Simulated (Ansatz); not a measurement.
# Sn2S3: what the fields show

Input file:

```
crystal:
  lattice:
    - [8.7872450017, 0.0, 0.0]
    - [0.0, 3.7854245931, 0.0]
    - [0.0, 0.0, 13.8154225186]
  atoms:
    - { symbol: Sn, position: [0.1681647474, 0.25, 0.0519603604] }
    - { symbol: Sn, position: [0.3318352526, 0.75, 0.5519603604] }
    - { symbol: Sn, position: [0.6681647474, 0.25, 0.4480396396] }
    - { symbol: Sn, position: [0.8318352526, 0.75, 0.9480396396] }
    - { symbol: Sn, position: [0.4954214009, 0.75, 0.1699895023] }
    - { symbol: Sn, position: [0.0045785991, 0.25, 0.6699895023] }
    - { symbol: Sn, position: [0.9954214009, 0.75, 0.3300104977] }
    - { symbol: Sn, position: [0.5045785991, 0.25, 0.8300104977] }
    - { symbol: S, position: [0.9822684208, 0.75, 0.1090314191] }
    - { symbol: S, position: [0.5177315792, 0.25, 0.6090314191] }
    - { symbol: S, position: [0.4822684208, 0.75, 0.3909685809] }
    - { symbol: S, position: [0.0177315792, 0.25, 0.8909685809] }
    - { symbol: S, position: [0.3436603236, 0.75, 0.9921111582] }
    - { symbol: S, position: [0.1563396764, 0.25, 0.4921111582] }
    - { symbol: S, position: [0.8436603236, 0.75, 0.5078888418] }
    - { symbol: S, position: [0.6563396764, 0.25, 0.0078888418] }
    - { symbol: S, position: [0.2926864502, 0.25, 0.2154392425] }
    - { symbol: S, position: [0.2073135498, 0.75, 0.7154392425] }
    - { symbol: S, position: [0.7926864502, 0.25, 0.2845607575] }
    - { symbol: S, position: [0.7073135498, 0.75, 0.7845607575] }
basis:
  ecutwfc: 500
kpoints:
  mp_grid: { grid: [4, 10, 4] }
  band_path:
    path:
      - [[0.0, 0.0, 0.0], [0.5, 0.0, 0.0], [0.5, 0.5, 0.0], [0.0, 0.5, 0.0], [0.0, 0.0, 0.0], [0.0, 0.0, 0.5], [0.5, 0.0, 0.5], [0.5, 0.5, 0.5], [0.0, 0.5, 0.5], [0.0, 0.0, 0.5]]
      - [[0.5, 0.0, 0.0], [0.5, 0.0, 0.5]]
      - [[0.0, 0.5, 0.0], [0.0, 0.5, 0.5]]
      - [[0.5, 0.5, 0.0], [0.5, 0.5, 0.5]]
    npoints: 10
hamiltonian:
  xc: r2scan
scf:
  occupations: { method: gaussian, width: 0.02 }
  n_extra_bands: 50
output:
  forces: true
  stress: true
  eigenvalues: true
  populations: true
  dos: { projected: true, de: 0.02, nscf_kmesh: { grid: [6, 15, 6] } }
  bader: false
  write_density: true
  write_potential: true
  elf: true
  volumetric_format: npy
```

Command:

```sh
ansatz run input.yaml --threads 8 --pin off --max-ram 22528MiB --backend cpu --events-out ev --progress --plain --runs-dir out
```

Below, planes, directions and counts refer to the conventional cell (a = 8.79 Å, b = 3.79 Å, c = 13.82 Å, α = 90.00°, β = 90.00°, γ = 90.00°).

Space group Pnma.

The calculation used DFT r2SCAN, scalar-relativistic, plane waves, PAW (Ansatz).

In a PAW calculation such maps are meaningful between the atoms, not at the nuclei.

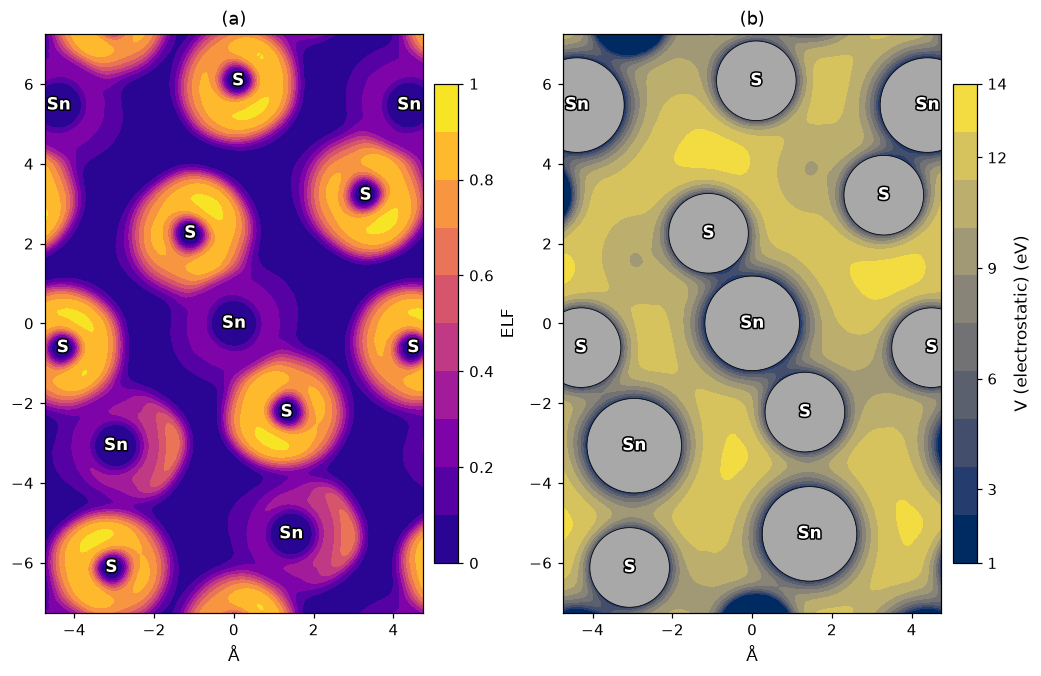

Figure 1. (a) electron localisation function; (b) electrostatic potential energy of an electron on the (010) plane of the conventional cell. Grey discs cover the atomic cores in the potential map.

> What do the fields say about this system?

The section cuts through Sn and S sites. Sn–S (2.51 Å): the ELF peaks at about 0.85 in the valence shell of S, 0.8 Å from its nucleus, and is about 0.60 at the midpoint. Sn–S (2.59 Å): the ELF peaks at about 0.90 in the valence shell of S, 0.8 Å from its nucleus, and is about 0.55 at the midpoint. Sn–S (2.80 Å): the ELF peaks at about 0.90 in the valence shell of S, 0.8 Å from its nucleus, and drops to about 0.25 between the two atoms. The ELF also peaks beside S, away from the bonds: lone-pair regions. Outside the cores the potential energy rises away from the atoms and is highest about 2.1 Å from the nearest atoms; its zero is arbitrary.

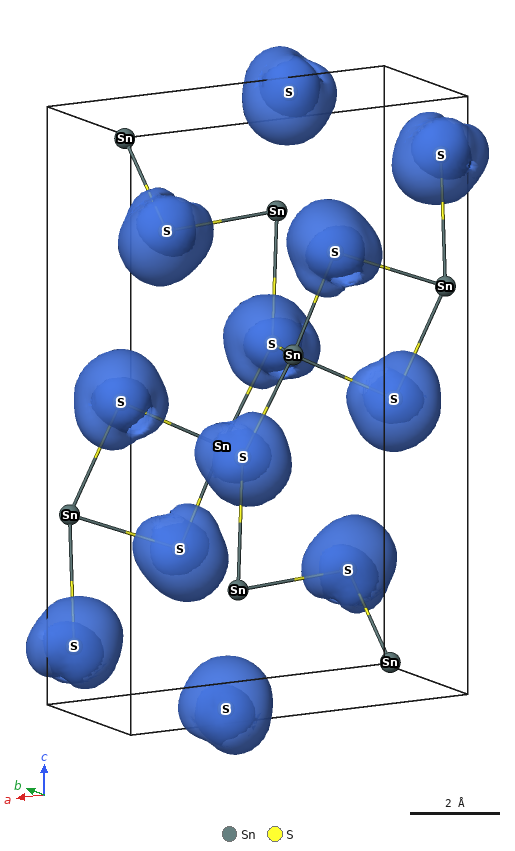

Figure 2. Isosurface of the electron localisation function at 0.8 (blue), seen at an oblique angle. Only the valence region is drawn (cores and ρ < 0.01 e/Å³ removed). Sticks mark near contacts.

> What do the ELF domains correspond to?

At this value the surface marks out twelve regions wrapped around S (the valence shell of each), counted in one cell of 20 atoms. Any copies at cell faces, edges or corners count once. Along the contacts the grid gives the following. Sn–S (2.58 Å): the ELF peaks at about 0.85 in the valence shell of S, 0.8 Å from its nucleus, and is about 0.55 at the midpoint.

> Metal or insulator at this level of theory?

It is gapped, with a Kohn–Sham gap of 0.66 eV on the k-point mesh, an upper bound to the gap of this method.
